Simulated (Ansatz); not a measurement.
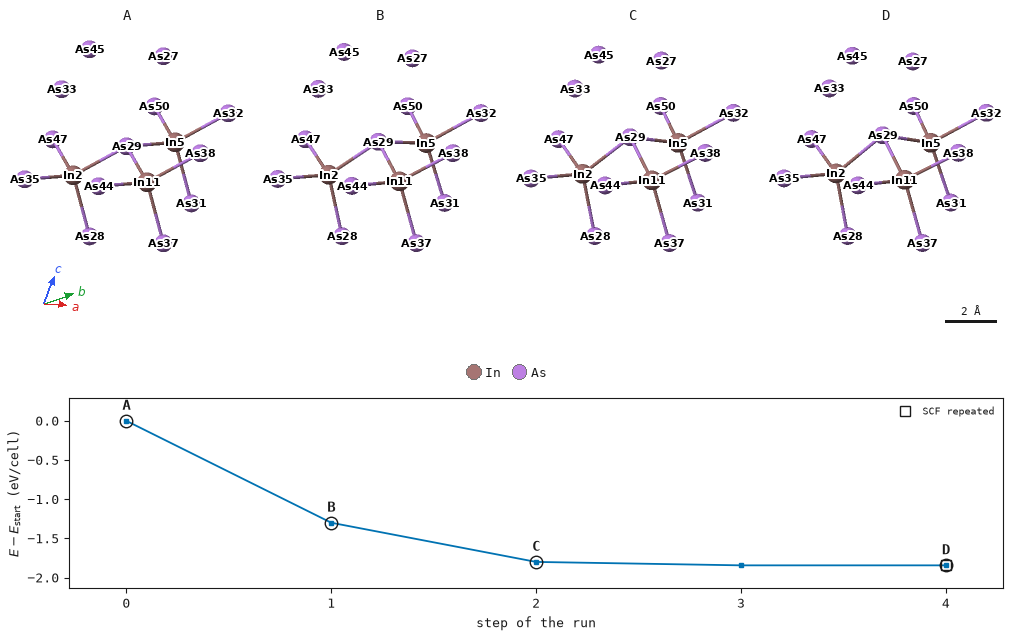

Frames of a relaxation of a defect cell of composition In$_{26}$As$_{27}$ (cell charge −3), marked on the history of the run. Style: ball-and-stick. Shown: the atoms within 5.0 Å of the atom that moves most (axes of the cell of the calculation (origin shifted)), from a free direction.

Computed with DFT, PBE, plane-wave PAW, default files, scalar-relativistic (Ansatz). (plane-wave cutoff 420 eV; k-point mesh 2 × 2 × 2; occupations fermi dirac; smearing width 0.01 eV; no spin polarisation; atoms relaxed in a fixed cell; force threshold 0.03 eV/Å; at most 40 steps)

What happens along the run?

Answer. After 3 accepted moves (4 points after the start) the energy has fallen by 1.843 eV per cell of the calculation. Largest force component: 0.67 eV/Å at the start, 0.026 eV/Å at the end. 1 step only repeated the SCF at the same geometry. The largest moves, 0.47 Å, are those of As27, As29, As33 and As45. As29 goes along [−1 −1 3]. By element the largest moves are As 0.47 Å, In 0.18 Å. The cell doesn't change. Some distances before and after: In11–As38 2.614 → 2.659 Å, In11–As37 2.614 → 2.654 Å, In11–As29 2.614 → 2.629 Å. Among the angles between lasting bonds that change: As28–In2–As29 109.5° → 123.9°, In2–As29–In5 109.5° → 98.0°, As35–In2–As47 109.5° → 104.5°. From step 0 to 1: As atoms move most (0.20 Å), energy −1.299 eV per cell of the calculation. From step 1 to 2: As atoms move most (0.20 Å), energy −0.500 eV per cell of the calculation. From step 2 to 4: As atoms move most (0.08 Å), energy −43.7 meV per cell of the calculation.

| step | E − E(0), meV/atom | largest force component, eV/Å | note |
| --- | --- | --- | --- |
| 0 | 0.00 | 0.6743 |  |
| 1 | -24.51 | 0.4618 |  |
| 2 | -33.95 | 0.1261 |  |
| 3 | -34.77 | 0.0257 |  |
| 4 | -34.77 | 0.0257 | same geometry, SCF repeated |

Limits of the set-up: the cell is charged, on a uniform background, and energies carry no finite-size correction.
